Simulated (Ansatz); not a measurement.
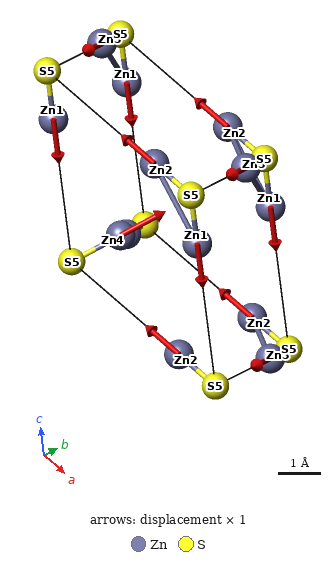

This is a relaxation of crystalline Zn₄S (a generated structure, set up in I-43m) (coarse preliminary run). The starting structure is drawn; red arrows show the displacements (the part carried along by the change of the cell is left out), at their true length.

Style: ball-and-stick. Shown: the cell of the calculation, slightly off an axis.

Theory: Ansatz, DFT PBE, scalar-relativistic, plane waves, PAW.

Input file:
```yaml
crystal:
  lattice:
    - [-3.01526151, 3.01526151, 3.01526151]
    - [3.01526151, -3.01526151, 3.01526151]
    - [3.01526151, 3.01526151, -3.01526151]
  atoms:
    - { symbol: Zn, position: [0.0, 0.0, 0.74631286] }
    - { symbol: Zn, position: [0.74631286, 0.0, 0.0] }
    - { symbol: Zn, position: [0.0, 0.74631286, 0.0] }
    - { symbol: Zn, position: [0.25368714, 0.25368714, 0.25368714] }
    - { symbol: S, position: [0.0, 0.0, 0.0] }
basis:
  ecutwfc: 420
kpoints:
  mp_grid: { grid: [4, 4, 4] }
hamiltonian:
  xc: pbe
scf:
  occupations: { method: gaussian, width: 0.1 }
  lower_state_search: "off"
output:
  forces: true
  stress: true
  eigenvalues: true
relax:
  adjacent_minimum: "off"
  f_tol: 0.04
  max_steps: 70
  cell: { stress_tol: 0.4 }
```

Run as
```bash
ansatz run input.yaml --threads 1 --pin off --max-ram 2560MiB --backend cpu --events-out ev --progress --plain --runs-dir out
```

Which element moves most?

Answer. Zinc: up to 1.24 Å, against 0.00 Å for sulfur.

Describe the change and its energy.

Answer. Over 9 accepted moves (10 points after the start) the energy falls by 81.909 eV per cell of the calculation. Largest force component: 48 eV/Å at the start, 0.00068 eV/Å at the end. Pressure: 205.06 GPa at the start and −0.28 GPa at the end. The SCF was repeated once at an unchanged geometry on a basis and grid sized afresh for the cell, which shifted the energy by 4.4 meV per cell of the calculation at most. The largest moves relative to the cell, 1.24 Å, are those of Zn1, Zn2, Zn3 and Zn4. Zn4 goes along [1 1 1]. S stays in place. Cell: a = b = c 5.223 → 5.024 Å (−3.8 %). Volume −11.0 %. Near-neighbour distances that change, for instance: Zn1–Zn2 2.164 → 4.101 Å, Zn1–S5 3.898 → 2.512 Å, Zn1–S5 (another image) 1.325 → 2.511 Å. New bonds form: Zn1–S5 (3.90 → 2.51 Å), Zn2–S5 (3.90 → 2.51 Å), Zn3–S5 (3.90 → 2.51 Å), Zn4–S5 (3.90 → 2.51 Å). Bonds break: Zn1–Zn2 (2.16 → 4.10 Å), Zn1–Zn3 (2.16 → 4.10 Å), Zn1–Zn4 (2.16 → 4.10 Å), Zn2–Zn3 (2.16 → 4.10 Å). The space group (tolerance 0.01 Å) goes from I-43m (No. 217) to Im-3m (No. 229).
